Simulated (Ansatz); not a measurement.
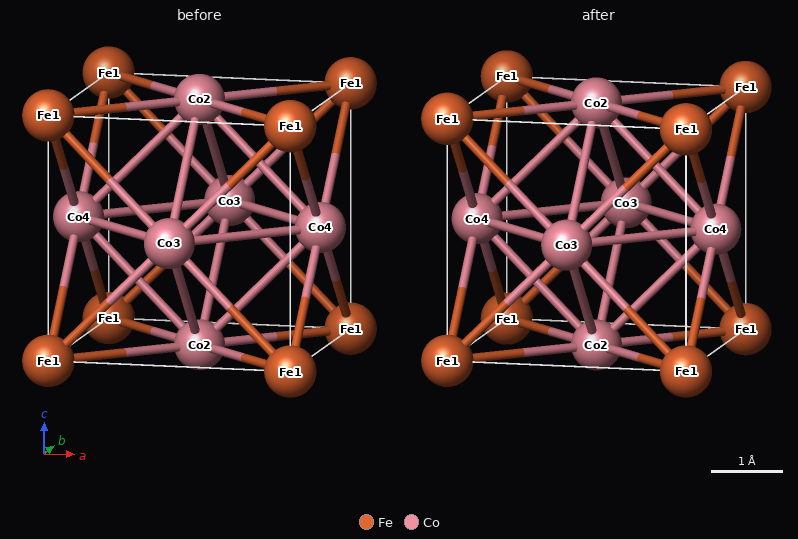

The structure of solid FeCo₃ (set up in Pm-3m) before (left) and after (right) a relaxation, at one scale.

Style: ball-and-stick. Shown: the cell of the calculation, slightly off an axis.

The calculation used DFT PBEsol, scalar-relativistic, plane waves, PAW in Ansatz 0.2.0. Settings: plane-wave cutoff 420 eV; k-point mesh 12 × 12 × 12; occupations gaussian; smearing width 0.1 eV; collinear spin; cell and atoms relaxed; force threshold 0.005 eV/Å; at most 80 steps.

Describe what moved and what it gained.

No atom moves by more than 0.005 Å relative to the cell. Cell: a = b = c 3.536 → 3.488 Å (−1.4 %). Volume −4.0 %. Some distances before and after: Fe1–Co2 2.500 → 2.466 Å, Co2–Co3 2.500 → 2.466 Å. The space group stays Pm-3m (No. 221). The energy falls by 49.4 meV per cell of the calculation in 4 accepted moves (6 points after the start). All forces vanish by symmetry, so only the cell relaxes. The pressure goes from −8.48 to 0.00 GPa. At 2 points the geometry stayed and the basis and grid were re-selected for the new cell (energy shift of 1.6 meV per cell of the calculation at most each time). Cost: 69 s on 2 threads of Oxide Virtual Turin-like Processor (Zen 5) (shared host), peak memory 0.59 GiB.
